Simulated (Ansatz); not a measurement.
System: Co (space group P6_3/mmc).

Calculation (Ansatz 0.2.0): plane-wave DFT, collinear spins; energies at scaled volumes of the given cell, shape and fractions fixed, counted from the fit's minimum, third-order Birch-Murnaghan fit. All runs: collinear spin.

k mesh 12×12×4; occupations Fermi–Dirac; smearing width 0.05 eV; potentials Ansatz PAW; wave cutoff 420 eV; density cutoff 1680 eV.

Predict the pressure against volume, with one curve for each functional. The cases: RPBE; BPBE; PBE + D4; PBE; PBE + D3(BJ).

The fitted equilibrium volumes, smallest first, are PBE + D3(BJ) 10.597, PBE + D4 10.621, BPBE 10.898, PBE 10.919, RPBE 11.232 Å³/atom. The fitted bulk moduli, smallest first, are RPBE 194.7, BPBE 209.6, PBE 210.0, PBE + D3(BJ) 222.7, PBE + D4 223.2 GPa. For RPBE, the pressure falls from 27.32 GPa at volume 10.05 Å³/atom to −1.61 GPa at 11.33 Å³/atom, and changes sign near 11.24 Å³/atom. For BPBE, the pressure falls from 20.02 GPa at volume 10.05 Å³/atom to −7.48 GPa at 11.33 Å³/atom, and changes sign near 10.90 Å³/atom.

RPBE:
| volume (Å³/atom) | pressure (GPa) |
| --- | --- |
| 10.05 | 27.32 |
| 10.26 | 21.29 |
| 10.47 | 15.76 |
| 10.69 | 10.70 |
| 10.90 | 6.15 |
| 11.12 | 2.07 |
| 11.33 | −1.61 |

BPBE:
| volume (Å³/atom) | pressure (GPa) |
| --- | --- |
| 10.05 | 20.02 |
| 10.26 | 14.19 |
| 10.47 | 9.00 |
| 10.69 | 4.24 |
| 10.90 | −0.09 |
| 11.12 | −4.00 |
| 11.33 | −7.48 |

PBE + D4:
| volume (Å³/atom) | pressure (GPa) |
| --- | --- |
| 10.05 | 13.84 |
| 10.26 | 8.24 |
| 10.47 | 3.22 |
| 10.69 | −1.39 |
| 10.90 | −5.56 |
| 11.12 | −9.29 |
| 11.33 | −12.61 |

PBE:
| volume (Å³/atom) | pressure (GPa) |
| --- | --- |
| 10.05 | 20.59 |
| 10.26 | 14.75 |
| 10.47 | 9.50 |
| 10.69 | 4.68 |
| 10.90 | 0.30 |
| 11.12 | −3.63 |
| 11.33 | −7.14 |

PBE + D3(BJ):
| volume (Å³/atom) | pressure (GPa) |
| --- | --- |
| 10.05 | 13.18 |
| 10.26 | 7.64 |
| 10.47 | 2.67 |
| 10.69 | −1.88 |
| 10.90 | −6.01 |
| 11.12 | −9.70 |
| 11.33 | −12.98 |

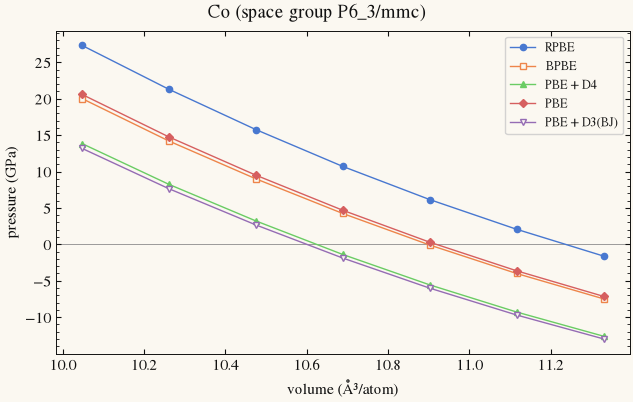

Keep in mind: the functional was run on potentials made for another functional (RPBE, BPBE); shape and atomic fractions are frozen while scaling, which makes layered, chain and framework solids too stiff.
